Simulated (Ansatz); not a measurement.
## Energy of Ni along an even scaling of the cell

System: Ni (Fm-3m, 1 atom in the cell).
Method: Kohn-Sham DFT of a periodic cell, PBE with D4, DFT+U, Ansatz PAW, spin-polarised (Ansatz 0.2.0).

The 6 runs differ only in the geometry, by an even scaling of the cell at fixed fractional positions. The structure derives from a Materials Project entry.

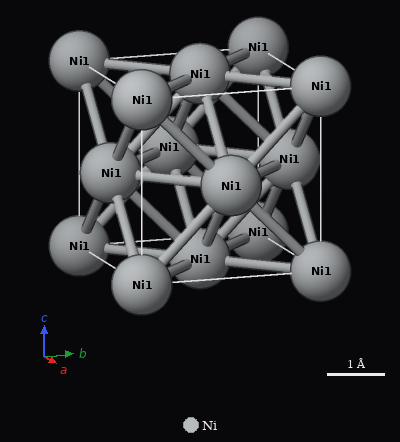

Figure 1. The structure of run 4 (ball-and-stick view of the cell 4 times as large as that of the calculation, set on its symmetry axes, seen slightly off an axis; atoms are numbered from 1 in the order of the input).

## Input of run 4
```yaml
crystal:
  lattice:
    - [0.0, 1.6650882909, 1.6650882909]
    - [1.6650882909, 0.0, 1.6650882909]
    - [1.6650882909, 1.6650882909, 0.0]
  atoms:
    - { symbol: Ni, position: [0.0, 0.0, 0.0], spin: 1.0 }
hamiltonian:
  xc: pbe
  pseudopotentials: { kind: paw }
  dispersion: d4
  hubbard:
    sites: [{ species: Ni, l: d, u_eff: 3.5 }]
    projectors: all-electron-ortho-atomic
    double_counting: fll
magnetization:
  spin_polarized: true
kpoints:
  mp_grid: { grid: [13, 13, 13] }
scf:
  occupations: { method: tetrahedron }
output:
  forces: true
  stress: true
```

Command:
```bash
ansatz run input.yaml --threads 1 --pin off --max-ram 2560MiB --backend cpu --events-out ev --progress --plain --runs-dir out
```

Run 2 differs from it as follows:
```diff
-    - [0.0, 1.6650882909, 1.6650882909]
-    - [1.6650882909, 0.0, 1.6650882909]
-    - [1.6650882909, 1.6650882909, 0.0]
+    - [0.0, 1.6425843391, 1.6425843391]
+    - [1.6425843391, 0.0, 1.6425843391]
+    - [1.6425843391, 1.6425843391, 0.0]
```

## Results, with one run withheld

```tsv
run	volume per atom (Å³)	free energy per atom, from the lowest run given (meV)	pressure (GPa)
1	8.679	284.99	67.08
2	8.864	?	?
3	9.048	152.79	47.97
4	9.233	102.11	39.84
5	9.418	60.32	32.52
6	9.787	0.00	20.00
```

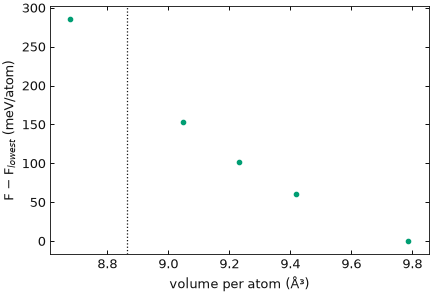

Figure 2. Free energy per atom of the runs given; the dotted line marks run 2.

Fit the runs given and predict run 2.

A cubic polynomial in V^(−2/3) (the Birch–Murnaghan form), fitted to the 5 runs given, misses them by at most 0.01 meV per atom. With x = V^(−2/3) − 0.22742 Å⁻², it reads F = 105.22 + 15342 x + 4.0126e+05 x² + 1.1116e+06 x³ (meV per atom). At run 2 it gives 213.14 meV per atom, and the run itself gives 213.38. The slope of the fit gives a pressure −dF/dV of 57.19 GPa there, and the run prints 57.02 GPa. The two needn't agree exactly: the fit is approximate, and the printed stress is taken on a finite basis. The fit has no minimum inside this range.

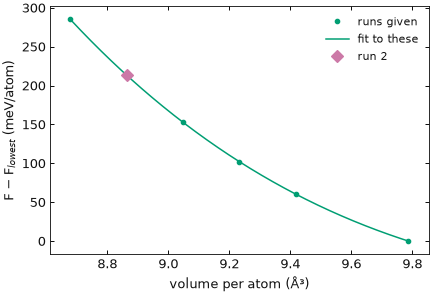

Figure 3. The fit and the withheld run.

## Output, shortened to warnings, some set-up lines, iterations and results (run 2)
```
Warning: output.forces, output.stress, relax.cell or npt_langevin: where a Kohn–Sham band that disperses or a degenerate level is filled in part under the method tetrahedron, the forces or the stress that this run publishes need not agree with its energy (scf.occupations.method in the input reference, under Limitations); prefer a smearing scheme for the forces or the stress
Basis set: ecut = 420 eV, 169 PW (Γ), exchange–correlation on 32×32×32 points (8 copies of the dense FFT grid, shifted against one another)
Symmetry: 48 space group operations
k-points: 84 of 2197
Initial density: superposition of atomic densities (chi_scale 0.1, normalization cell)
[...]
SCF iter   1: F=—  HF=-5838.048362 eV  |F-HF|=—  |Δ(HF+E_count)|=         —  Δρ=3.90e-2 (↑1.91e-2 ↓3.90e-2)  dr2=4.19e-2  dr2_m=4.80e-2  M=0.683 μB ∫|m|=0.744 μB  β_m=0.30  …
SCF iter   2: F=—  HF=-5838.143775 eV  |F-HF|=—  |Δ(HF+E_count)|=   9.54e-2  Δρ=2.69e-2 (↑1.62e-2 ↓2.69e-2)  dr2=6.81e-3  dr2_m=3.20e-2  M=0.662 μB ∫|m|=0.734 μB  β_m=0.30  …
SCF iter   3: F=—  HF=-5838.201701 eV  |F-HF|=—  |Δ(HF+E_count)|=   5.79e-2  Δρ=2.32e-2 (↑1.29e-2 ↓2.32e-2)  dr2=6.02e-3  dr2_m=2.39e-2  M=0.638 μB ∫|m|=0.721 μB  β_m=0.30  …
SCF iter   4: F=—  HF=-5838.238853 eV  |F-HF|=—  |Δ(HF+E_count)|=   3.72e-2  Δρ=1.45e-2 (↑1.45e-2 ↓1.37e-2)  dr2=1.13e-4  dr2_m=1.60e-2  M=0.624 μB ∫|m|=0.713 μB  β_m=0.30  …
SCF iter   5: F=—  HF=-5838.256689 eV  |F-HF|=—  |Δ(HF+E_count)|=   1.78e-2  Δρ=1.51e-2 (↑8.83e-3 ↓1.51e-2)  dr2=2.69e-3  dr2_m=1.12e-2  M=0.611 μB ∫|m|=0.705 μB  β_m=0.30  …
[... 7 lines ...]
SCF iter  13: F=—  HF=-5838.281350 eV  |F-HF|=—  |Δ(HF+E_count)|=   1.70e-5  Δρ=1.51e-4 (↑2.86e-5 ↓1.51e-4)  dr2=1.11e-6  dr2_m=3.89e-7  M=0.589 μB ∫|m|=0.695 μB  β_m=0.89  …
SCF iter  14: F=-5838.281356 eV  HF=-5838.281356 eV  |F-HF|=1.44e-8  |Δ(HF+E_count)|=   5.96e-6  Δρ=2.07e-5 (↑1.91e-6 ↓2.07e-5)  dr2=1.91e-8  dr2_m=8.33e-9  M=0.589 μB …
SCF iter  15: F=-5838.281356 eV  HF=-5838.281356 eV  |F-HF|=1.00e-11  |Δ(HF+E_count)|=   6.09e-7  Δρ=1.43e-6 (↑6.86e-7 ↓1.43e-6)  dr2=2.21e-11  dr2_m=8.82e-11  M=0.589 μB …
SCF iter  16: F=-5838.281356 eV  HF=-5838.281356 eV  |F-HF|=6.37e-12  |Δ(HF+E_count)|=   3.92e-8  Δρ=1.93e-7 (↑1.93e-7 ↓1.47e-7)  dr2=4.73e-12  dr2_m=7.83e-14  M=0.589 μB …
SCF 1 converged in 16 iterations: F = -5838.281356 eV  dr2 = 4.73e-12
this state was not tested for a lower state beside it, because cold or Methfessel-Paxton smearing, or corrected tetrahedra, fill the levels in a way that the test cannot read (fill_not_monotonic; see scf.lower_state_search)
SCF converged after 16 iterations
an eigenvalue changed by more than its tolerance at an iteration that met the thresholds in force, so the SCF went on 1 time: the last check found none over its tolerance
Magnetization: 0.5889 μB (9.2944 up, 8.7056 down)
Absolute magnetization: 0.6966 μB (∫|ρ↑−ρ↓|, with the PAW one-centre terms)
Spin contamination: 0.0129 ħ² per cell (⟨S²⟩ above its minimum at these occupations)
Per-site moments (μB) at R_I (Å): [(0.6341276192781424, 0.9582230829999576)]
Free energy (F): -5838.281356 eV
Harris-Foulkes:  -5838.281356 eV  (|F-HF|=6.37e-12)
Internal energy: -5838.281263 eV  (E = F + TS)
E sigma→0 (E₀):  -5838.281356 eV
Entropy (-TS):   -0.000093 eV (-0.093 meV/atom)
Fermi energy:    22.811406 eV
--- Per-component energies (eV) ---
  E_band       = -205.173819
  E_kinetic    = 288.552873
  E_local      = -3106.162274  (includes V_loc(G=0)·N_el)
  E_nonlocal   = 639.519814
  E_hartree    = 1313.308492
  E_xc         = -86.683297
  E_vxc        = -111.915182  (∫ρ·V_xc dr)
  E_hubbard    = 1.565221  (on-site DFT+U / exact-exchange correction)
  E_vhub       = -12.471315  (the Hubbard potential's part of the band-sum identity)
  E_paw        = -1632.201352  (= ΣΔE_a)
  E_vpaw       = -529.314943  (= ΣTr[D̂ρ^β])
  E_aug_tail   = 0.000384  (compensation charges beyond the density's cutoff)
  E_ewald      = -3255.632807
  E_disp       = -0.548317  (pairwise vdW)
  E_smearing   = -0.000093  (= −TS)
  E_closure    = 0.000000  (closes the sum)
  Σ components = -5838.281356   (vs F -5838.281356, Δ=0.00e0)
--- Forces (eV/Å), atoms counted from 1 ---
  atom   1  Ni    -0.00000000     0.00000000     0.00000000
  max |Σ_I F_I| component: 1.31e-31 eV/Å
--- Stress (GPa, compression-positive) ---
       57.018308       0.000000      -0.000000
       -0.000000      57.018308       0.000000
       -0.000000       0.000000      57.018308
  P = ⅓ Tr σ = 57.0183 GPa (570.183 kbar)
Occupation matrices written to [file]
```

The program warns: the state was not tested for a lower one; forces and stress from tetrahedron occupations may miss the slope of the energy. Points of doubt noted for this run: state may lie high.
